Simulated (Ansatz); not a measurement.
**TiO2 (slab): density, localisation and related maps**

```yaml
crystal:
  lattice:
    - [2.96387, 0.00000, 0.00000]
    - [0.00000, 6.56664, 0.00000]
    - [0.00000, 0.00000, 27.40927]
  atoms:
    - { symbol: O, position: [0.50000, 0.00000, 0.26862] }
    - { symbol: Ti, position: [0.00000, 0.00000, 0.30741] }
    - { symbol: Ti, position: [0.50000, 0.50000, 0.32565] }
    - { symbol: O, position: [0.00000, 0.68845, 0.31227] }
    - { symbol: O, position: [0.00000, 0.31155, 0.31227] }
    - { symbol: O, position: [0.50000, 0.00000, 0.36270] }
    - { symbol: O, position: [0.50000, 0.50000, 0.39119] }
    - { symbol: Ti, position: [0.00000, 0.50000, 0.44437] }
    - { symbol: Ti, position: [0.50000, 0.00000, 0.42886] }
    - { symbol: O, position: [0.00000, 0.19588, 0.43762] }
    - { symbol: O, position: [0.00000, 0.80412, 0.43762] }
    - { symbol: O, position: [0.50000, 0.50000, 0.48561] }
    - { symbol: O, position: [0.50000, 0.00000, 0.51439] }
    - { symbol: Ti, position: [0.00000, 0.00000, 0.55563] }
    - { symbol: Ti, position: [0.50000, 0.50000, 0.57114] }
    - { symbol: O, position: [0.00000, 0.69588, 0.56238] }
    - { symbol: O, position: [0.00000, 0.30412, 0.56238] }
    - { symbol: O, position: [0.50000, 0.00000, 0.60881] }
    - { symbol: O, position: [0.50000, 0.50000, 0.63730] }
    - { symbol: Ti, position: [0.00000, 0.50000, 0.69259] }
    - { symbol: Ti, position: [0.50000, 0.00000, 0.67435] }
    - { symbol: O, position: [0.00000, 0.18845, 0.68773] }
    - { symbol: O, position: [0.00000, 0.81155, 0.68773] }
    - { symbol: O, position: [0.50000, 0.50000, 0.73138] }
```

Computed without spin polarisation.

Theory: Ansatz 0.2.0, DFT PBE, scalar-relativistic, plane waves, PAW.

In a PAW calculation such maps are meaningful between the atoms, not at the nuclei.

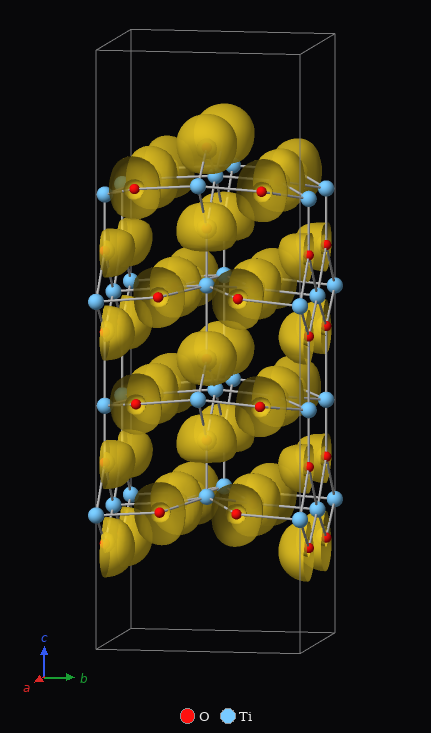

Figure 1. Isosurface of the ELF at 0.65 (yellow), seen slightly off an axis. Only the valence region is drawn (cores and ρ < 0.01 e/Å³ removed). Sticks mark near contacts.

**Where are the electrons localised?**

At this value the surface marks out 16 regions wrapped around O (the valence shell of each), counted in one cell of 24 atoms. Counts are for one cell; the picture repeats the cell along the surface. Profiles from the grid: Ti–O (1.80 Å): the ELF peaks at about 0.80 in the valence shell of O, 0.5 Å from its nucleus, and is about 0.30 at the midpoint (no localised pair shows between them). Ti–O (1.86 Å): the ELF peaks at about 0.80 in the valence shell of O, 0.6 Å from its nucleus, and is about 0.25 at the midpoint (no shared electron pair shows on this line).

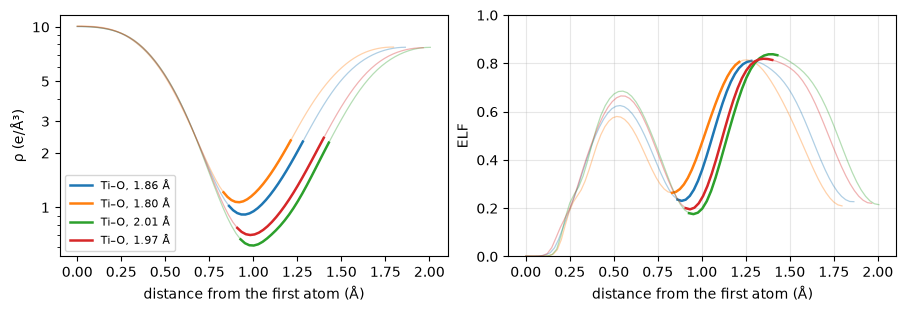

Figure 2. Valence electron density and ELF along straight lines between neighbouring atoms. Thin, pale parts lie inside the atomic spheres.

**Compare the contacts.**

Ti–O (1.86 Å): ρ at the midpoint is about 0.91 e/Å³; the ELF peaks at about 0.80 in the valence shell of O, 0.6 Å from its nucleus, and is about 0.25 at the midpoint; no localised pair shows between them.
Ti–O (1.80 Å): the density is about 1.1 e/Å³ at the midpoint; the ELF peaks at about 0.80 in the valence shell of O, 0.5 Å from its nucleus, and is about 0.30 at the midpoint: no shared electron pair shows on this line.
Ti–O (2.01 Å): ρ at the midpoint is about 0.61 e/Å³; the ELF peaks at about 0.85 in the valence shell of O, 0.6 Å from its nucleus, and is about 0.20 at the midpoint: no shared electron pair shows on this line.
Ti–O (1.97 Å): ρ at the midpoint is about 0.7 e/Å³; the ELF peaks at about 0.80 in the valence shell of O, 0.6 Å from its nucleus, and is about 0.20 at the midpoint (no shared electron pair shows on this line).

**Does the calculation give a band gap?**

It is gapped, with a Kohn–Sham gap of 2.1 eV on the k-point mesh, an upper bound to the gap of this method.
